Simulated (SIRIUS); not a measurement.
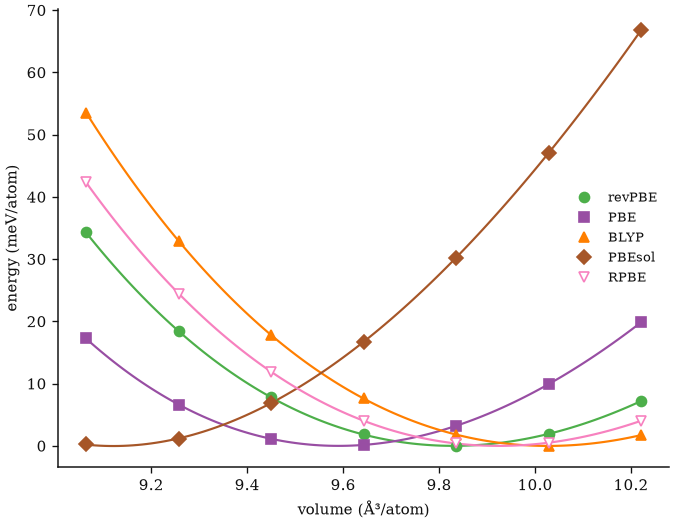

The picture above shows the energy against volume, with one curve for each functional, for CuO (space group P-6m2).

How it was computed, with SIRIUS 7.12.0: all-electron LAPW DFT, no spin polarisation; energies at scaled volumes of the given cell, shape and fractions fixed, counted from the fit's minimum, third-order Birch-Murnaghan fit. All runs: no spin polarisation.

| setting | value |
| --- | --- |
| k mesh | 6×6×5 |
| occupations | Fermi–Dirac |
| smearing width | 0.05 eV |
| potentials | all electron FP LAPW |

Order the curves by fitted equilibrium volume, smallest first.

PBEsol 9.121, PBE 9.590, revPBE 9.829, RPBE 9.924, BLYP 10.027 Å³/atom.

Note: coarse k mesh; shape and atomic fractions are frozen while scaling, which makes layered, chain and framework solids too stiff.
